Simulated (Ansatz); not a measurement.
# TiO₂: what the fields show

```
Ti O
1.0
     3.36712   -3.36712    0.00000
     3.36712    3.36712    0.00000
     0.00000    0.00000    5.20532
Ti O
4 8
Direct
  0.00000 0.50000 0.50000
  0.50000 0.00000 0.50000
  0.00000 0.00000 0.00000
  0.50000 0.50000 0.00000
  0.75000 0.25000 0.66265
  0.25000 0.75000 0.66265
  0.75000 0.75000 0.83735
  0.25000 0.25000 0.83735
  0.25000 0.25000 0.33735
  0.75000 0.75000 0.33735
  0.25000 0.75000 0.16265
  0.75000 0.25000 0.16265
```

Space group P4₂/nmc; a structure from a database of computed crystals, not necessarily the ambient phase; computed without spin polarisation.

Method: DFT r2SCAN, scalar-relativistic, plane waves, PAW (Ansatz 0.2.0).

Core electrons are frozen (PAW), and the valence fields are smoothed inside the atomic spheres.

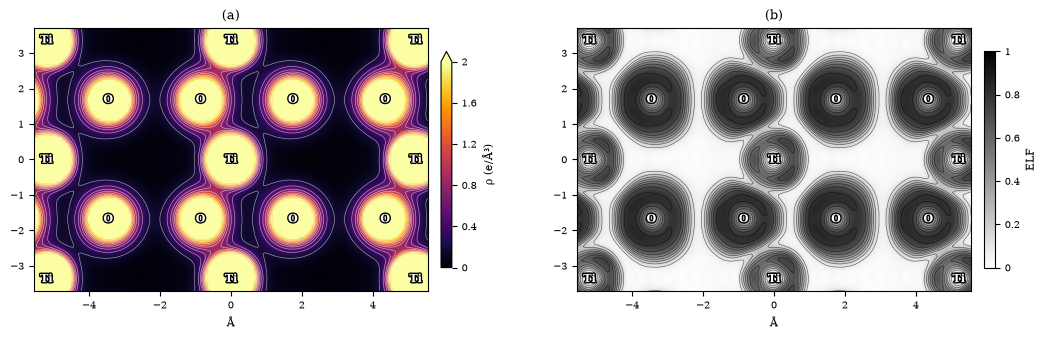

Figure 1. (a) valence charge density (pseudo); (b) electron localisation function on the (110) plane of the calculation cell.

> Read the bonding off the picture.

- The plane passes through Ti and O nuclei.
- Ti–O (1.88 Å): ρ at the midpoint is about 0.87 e/Å³; the ELF peaks at about 0.80 in the valence shell of O, 0.6 Å from its nucleus, and is about 0.25 at the midpoint: no shared electron pair shows on this line.
- Between the atoms the lowest density in this plane is 0.03 e/Å³.
- The features right at Ti lie inside the PAW spheres, where the map follows smoothed inner orbitals and isn't to be read closely.

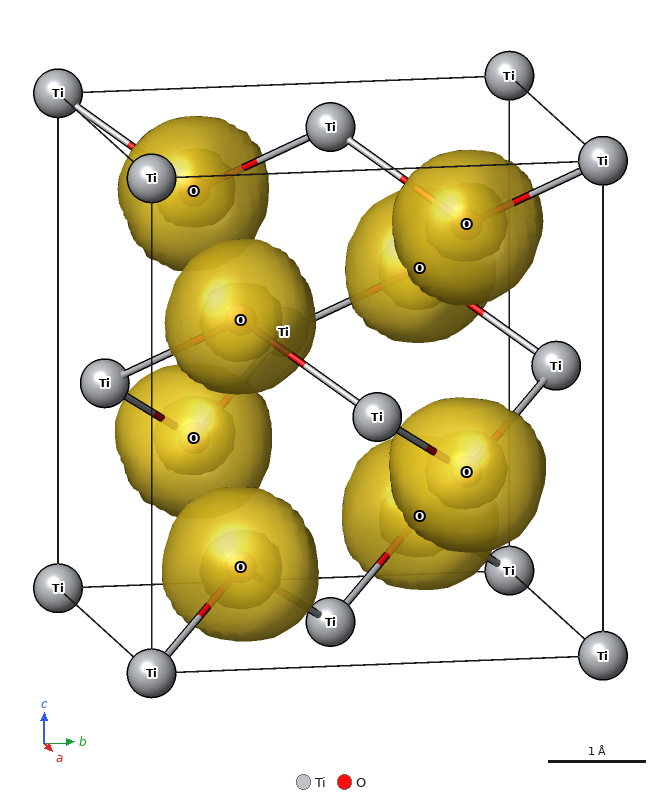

Figure 2. Isosurface of the electron localisation function at 0.75 (yellow), seen slightly off an axis. Only the valence region is drawn (cores and ρ < 0.01 e/Å³ removed). Sticks mark near contacts.

> Where are the electrons localised?

At this value the surface marks out eight regions wrapped around O (the valence shell of each), counted in one cell of 12 atoms. Regions shared between cells count once.

> Does the calculation give a band gap?

It is gapped, with a Kohn–Sham gap of 2.9 eV on the k-point mesh (the band edges may lie off the mesh, which would make the gap smaller).
